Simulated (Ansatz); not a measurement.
Consider C.

The calculation's input:

```
crystal:
  lattice:
    - [0.0, 1.9489687552, 1.7966710835]
    - [1.5516704812, 0.0, 1.7966710835]
    - [1.5516704812, 1.9489687552, 0.0]
  atoms:
    - { symbol: C, position: [0.5, 0.5, 0.5] }
    - { symbol: C, position: [0.75, 0.75, 0.75] }
basis:
  ecutwfc: 520.0
kpoints:
  mp_grid: { grid: [12, 12, 12] }
hamiltonian:
  xc: lda
  pseudopotentials: { kind: paw, azcp: { folder: soft_1 } }
scf:
  occupations: { method: gaussian, width: 0.05 }
output:
  forces: true
  stress: true
  eigenvalues: true
  write_density: true
  write_potential: true
  elf: true
  volumetric_format: npy
```

Launched as:

```sh
ansatz run input.yaml --threads 1 --pin off --max-ram 2048MiB --backend cpu --events-out ev --progress --plain --runs-dir out
```

Below, planes, directions and counts refer to the conventional cell (a = 3.10 Å, b = 3.59 Å, c = 3.90 Å, α = 90.00°, β = 90.00°, γ = 90.00°).

Space group Fddd; changed on purpose from its base cell (strain +e along x and -e along y -0.1125, strain +e along z and -e/2 along x and y +0.0175); computed pressure about 7 GPa in this cell; PAW files of the earlier set (soft_1).

All numbers below come from Ansatz 0.2.0, DFT LDA, scalar-relativistic, plane waves, PAW.

What can the converged valence pseudo-density and electron localisation function tell about the bonding?

C–C (1.54 Å): the density is about 1.6 e/Å³ at the midpoint; the ELF peaks at about 0.95 between the atoms.

Does the calculation make it a metal, or give it a gap?

It is metallic or semimetallic at this level of theory: no gap opens.

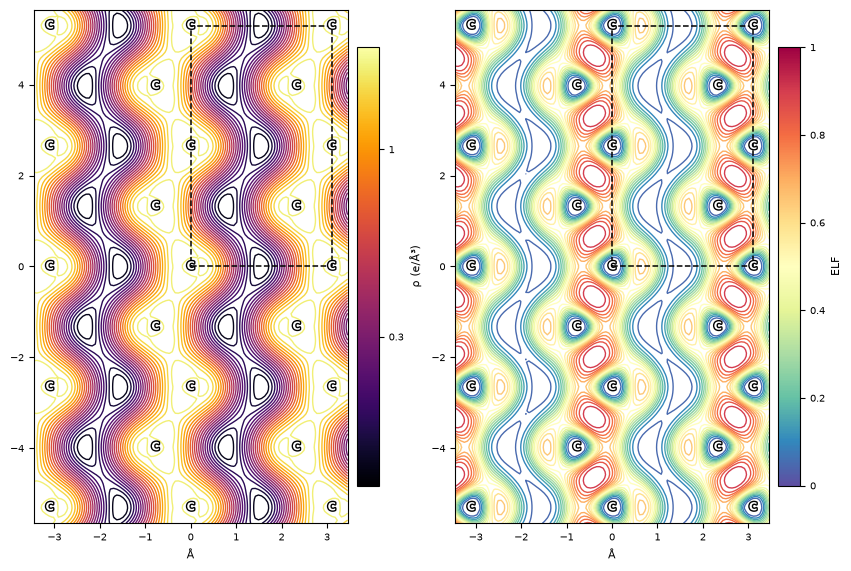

Computed valence pseudo-density and electron localisation function on the (011̄) plane of the conventional cell, in this order. 
